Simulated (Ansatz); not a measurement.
# Run report: SrTiO3, geometry relaxation (part 3 of 3)

The same run, continued: SrTiO3 (P1, 35 atoms in the cell); DFT PBE, scalar-relativistic, plane waves, PAW, no spin polarisation (Ansatz 0.2.0); cutoff 420 eV, 3×3×3 k-mesh, Gaussian smearing of 0.02 eV. The structure derives from a Materials Project entry. It belongs to a series of runs on one base structure; here: the perfect supercell shaken and relaxed.

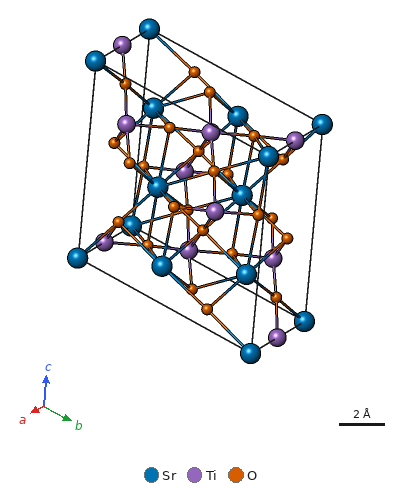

**Figure 1.** The geometry at step 4 of the log (ball-and-stick view of the cell of the calculation, seen slightly off an axis).

Input file:
```yaml
crystal:
  lattice:
    - [3.9364351354, -3.9364351354, 3.9364351354]
    - [-7.8728702709, 0.0, 3.9364351354]
    - [0.0, -3.9364351354, -7.8728702709]
  atoms:
    - { symbol: Sr, position: [0.572304988, 0.2903792438, 0.4370141947] }
    - { symbol: Sr, position: [0.8526269931, 0.425491134, 0.1423445288] }
    - { symbol: Sr, position: [0.1454617375, 0.577080721, 0.8602119638] }
    - { symbol: Sr, position: [0.698647479, 0.8509709765, 0.2847040711] }
    - { symbol: Sr, position: [-0.0071810097, 0.996562436, 0.9913900126] }
    - { symbol: Sr, position: [0.2741599189, 0.1328961659, 0.7109765197] }
    - { symbol: Sr, position: [0.4224527373, 0.7123204583, 0.5720902284] }
    - { symbol: Ti, position: [0.0685157169, 0.274515358, 0.426130897] }
    - { symbol: Ti, position: [0.3465845398, 0.4281902753, 0.1413354276] }
    - { symbol: Ti, position: [0.6451242398, 0.570911161, 0.8560329147] }
    - { symbol: Ti, position: [0.230090868, 0.8648954736, 0.291750051] }
    - { symbol: Ti, position: [0.5138428164, 1.0070791439, 0.0063875041] }
    - { symbol: Ti, position: [0.789795079, 0.1431444911, 0.7169840373] }
    - { symbol: Ti, position: [0.9249512021, 0.7176371213, 0.5687514281] }
    - { symbol: O, position: [0.3611223802, 0.4319383579, 0.6479474025] }
    - { symbol: O, position: [0.6344194813, 0.5641143091, 0.3477444187] }
    - { symbol: O, position: [0.9236532137, 0.7172045166, 0.0720952025] }
    - { symbol: O, position: [0.4926677612, -0.0051948396, 0.5019316251] }
    - { symbol: O, position: [0.7803220892, 0.1444155163, 0.222486939] }
    - { symbol: O, position: [0.0610961092, 0.2885122479, 0.9303385922] }
    - { symbol: O, position: [0.2095228646, 0.8554850241, 0.7840012341] }
    - { symbol: O, position: [0.2037270804, 0.3516761224, 0.2782065054] }
    - { symbol: O, position: [0.4914746463, 0.4971374698, -0.0027539507] }
    - { symbol: O, position: [0.7820380829, 0.6377933375, 0.7161657875] }
    - { symbol: O, position: [0.357384233, 0.9324705581, 0.1462169052] }
    - { symbol: O, position: [0.6438826792, 0.0686304243, 0.8594540826] }
    - { symbol: O, position: [0.9171454284, 0.209359564, 0.5605569796] }
    - { symbol: O, position: [0.0760448638, 0.7841152949, 0.4277958226] }
    - { symbol: O, position: [0.1351076801, 0.0681547225, 0.3585594857] }
    - { symbol: O, position: [0.4306381159, 0.2126415595, 0.0649759781] }
    - { symbol: O, position: [0.7099779853, 0.3509399497, 0.7810490941] }
    - { symbol: O, position: [0.2837052871, 0.6392683364, 0.2106550412] }
    - { symbol: O, position: [0.5698048601, 0.7858591706, 0.9286604532] }
    - { symbol: O, position: [0.8496543598, 0.9276740341, 0.6463315442] }
    - { symbol: O, position: [-0.0098355008, 0.4976745614, 0.503801097] }
basis:
  ecutwfc: 420
  xc_grid: 2
kpoints:
  mp_grid: { grid: [3, 3, 3], shift: [0.0, 0.0, 0.0] }
hamiltonian:
  xc: pbe
scf:
  occupations: { method: gaussian, width: 0.02 }
output:
  forces: true
  stress: false
  eigenvalues: true
relax:
  adjacent_minimum: "off"
  f_tol: 0.03
  max_steps: 25
```

Run as:
```bash
ansatz run input.yaml --threads 8 --pin off --max-ram 16384MiB --backend cpu --events-out ev --progress --plain --runs-dir out
```

Key numbers:

- outcome: converged
- space group (tolerance 0.01 Å): P1 (1) → R3m (160)
- electrons treated: 280
- free energy: −54281.4661 eV
- Fermi energy: 10.671 eV
- gap on the k-point mesh: 2.21 eV
- final volume: 426.98 Å³
- largest force (length of the vector) at the end: 0.009 eV/Å
- final cell: a = 6.818 Å, b = 8.802 Å, c = 8.802 Å, α = 113.58°, β = 104.96°, γ = 104.96°
- hardware: 8 threads of Arm Neoverse V1, 24 GiB of memory available, shared host
- wall time: 1.8 min (CPU time 14 min)
- peak memory: 3.2 GiB
